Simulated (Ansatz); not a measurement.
Si3O7 (slab)

Input file:

```
crystal:
  lattice:
    - [5.0267385392, 0.0, 0.0]
    - [0.0, 5.0267385392, 0.0]
    - [0.0, 0.0, 26.0681720115]
  atoms:
    - { symbol: O, position: [0.75, 0.0920112602, 0.2877071701] }
    - { symbol: O, position: [0.25, 0.9079887398, 0.2877071701] }
    - { symbol: Si, position: [0.5, 0.0, 0.3230893084] }
    - { symbol: O, position: [0.4079887398, 0.25, 0.3584714468] }
    - { symbol: O, position: [0.5920112602, 0.75, 0.3584714468] }
    - { symbol: Si, position: [0.5, 0.5, 0.3938535851] }
    - { symbol: O, position: [0.25, 0.5920112602, 0.4292357234] }
    - { symbol: O, position: [0.75, 0.4079887398, 0.4292357234] }
    - { symbol: Si, position: [0.0, 0.5, 0.4646178617] }
    - { symbol: O, position: [0.9079887398, 0.75, 0.5] }
    - { symbol: O, position: [0.0920112602, 0.25, 0.5] }
    - { symbol: Si, position: [0.0, 0.0, 0.5353821383] }
    - { symbol: O, position: [0.75, 0.0920112602, 0.5707642766] }
    - { symbol: O, position: [0.25, 0.9079887398, 0.5707642766] }
    - { symbol: Si, position: [0.5, 0.0, 0.6061464149] }
    - { symbol: O, position: [0.4079887398, 0.25, 0.6415285532] }
    - { symbol: O, position: [0.5920112602, 0.75, 0.6415285532] }
    - { symbol: Si, position: [0.5, 0.5, 0.6769106916] }
    - { symbol: O, position: [0.25, 0.5920112602, 0.7122928299] }
    - { symbol: O, position: [0.75, 0.4079887398, 0.7122928299] }
basis:
  ecutwfc: 420
kpoints:
  mp_grid: { grid: [5, 5, 1] }
hamiltonian:
  xc: pbe
scf:
  occupations: { method: gaussian, width: 0.05 }
output:
  forces: true
  eigenvalues: true
  write_density: true
  write_potential: true
  elf: true
  volumetric_format: npy
relax:
  adjacent_minimum: "off"
  f_tol: 0.02
  max_steps: 60
efield:
  axis: 3
  dipole_correction: true
  ramp_width: 0.04
```

Run with:

```sh
ansatz run input.yaml --threads 2 --pin off --max-ram 5120MiB --backend cpu --events-out ev --progress --plain --runs-dir out
```

The fields are those of the run's last geometry, not of the input's.

All numbers below come from DFT PBE, scalar-relativistic, plane waves, PAW (Ansatz 0.2.0).

In a PAW calculation such maps are meaningful between the atoms, not at the nuclei.

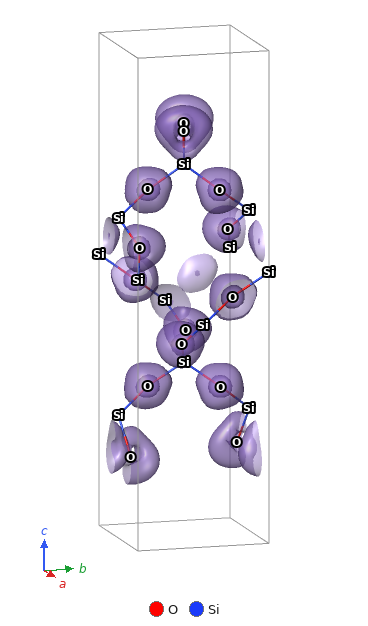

Figure 1. Isosurface of the ELF at 0.75 (purple), seen slightly off an axis. Only the valence region is drawn (cores and ρ < 0.01 e/Å³ removed). Sticks mark near contacts.

Describe the localisation domains.

Answer. The surface consists of 14 regions on O in which the atom's valence shell and bonds are merged, counted in one cell of 20 atoms. Counts are for one cell; the picture repeats the cell along the surface. Along the contacts the grid gives the following. Si–O (1.62 Å): the ELF peaks at about 0.85 between the atoms (a polar covalent bond).

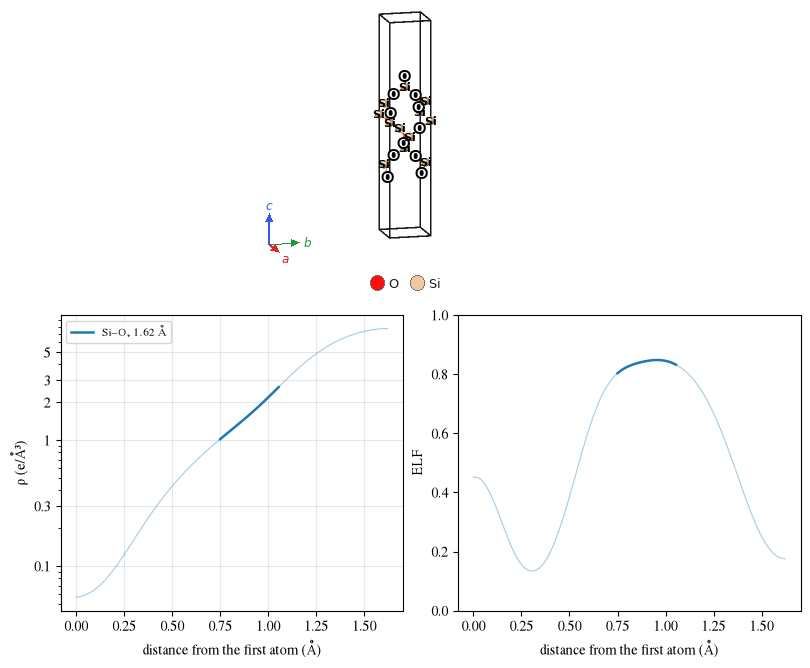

Figure 2. Valence electron density and electron localisation function along straight lines between neighbouring atoms. Thin, pale parts lie inside the atomic spheres. The structure is drawn too.

What kind of bonding do the profiles show?

Answer. Si–O (1.62 Å): the density is about 1.2 e/Å³ at the midpoint; the ELF peaks at about 0.85 between the atoms, as expected for a polar covalent bond.

Does the calculation make it a metal, or give it a gap?

Answer. It is gapped, with a Kohn–Sham gap of 2.4 eV on the k-point mesh, an upper bound to the gap of this method.
